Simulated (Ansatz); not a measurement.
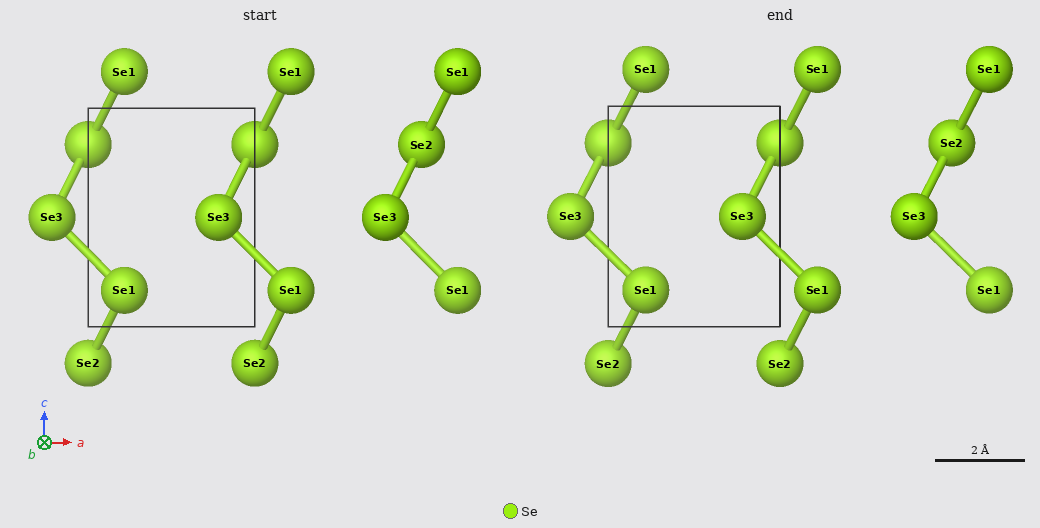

The structure of a crystal of Se (set up in P3_221) (coarse preliminary run) before (left) and after (right) a relaxation, at one scale.

A ball-and-stick model of the cell of the calculation, repeated 2 × 1 × 1 with one cell outlined, seen along the b axis.

All numbers below come from Ansatz 0.2.0, DFT r2SCAN, scalar-relativistic, plane waves, PAW.

Input
```yaml
crystal:
  lattice:
    - [4.3551696776, 0.0, 0.0]
    - [-2.1775848388, 3.7716875786, 0.0]
    - [0.0, 0.0, 4.94945]
  atoms:
    - { symbol: Se, position: [0.217, 0.0, 0.1666666667] }
    - { symbol: Se, position: [0.0, 0.217, 0.8333333333] }
    - { symbol: Se, position: [0.783, 0.783, 0.5] }
basis:
  ecutwfc: 500
kpoints:
  mp_grid: { grid: [6, 6, 4] }
hamiltonian:
  xc: r2scan
scf:
  occupations: { method: gaussian, width: 0.1 }
output:
  forces: true
  stress: true
  eigenvalues: true
relax:
  adjacent_minimum: "off"
  f_tol: 0.05
  max_steps: 80
  cell: { stress_tol: 0.5 }
```

Q: Describe what moved and what it gained.

A: The largest moves relative to the cell, 0.007 Å, are those of Se1, Se2 and Se3. Se2 goes along +b. Cell: a = b 4.355 → 4.489 Å (+3.1 %), c 4.949 → 4.992 Å (+0.9 %). Volume +7.1 %. Near-neighbour distances that change, for instance: Se1–Se2 2.324 → 2.379 Å. The space group stays P3_221 (No. 154). Over 2 accepted moves (3 points after the start) the energy falls by 23.1 meV per atom. Largest force component: 0.81 eV/Å at the start, 0.045 eV/Å at the end. The pressure goes from 4.03 to −0.07 GPa. At 1 point the geometry stayed and the basis and grid were re-selected for the new cell (energy shift of 0.1 meV per atom at most each time).
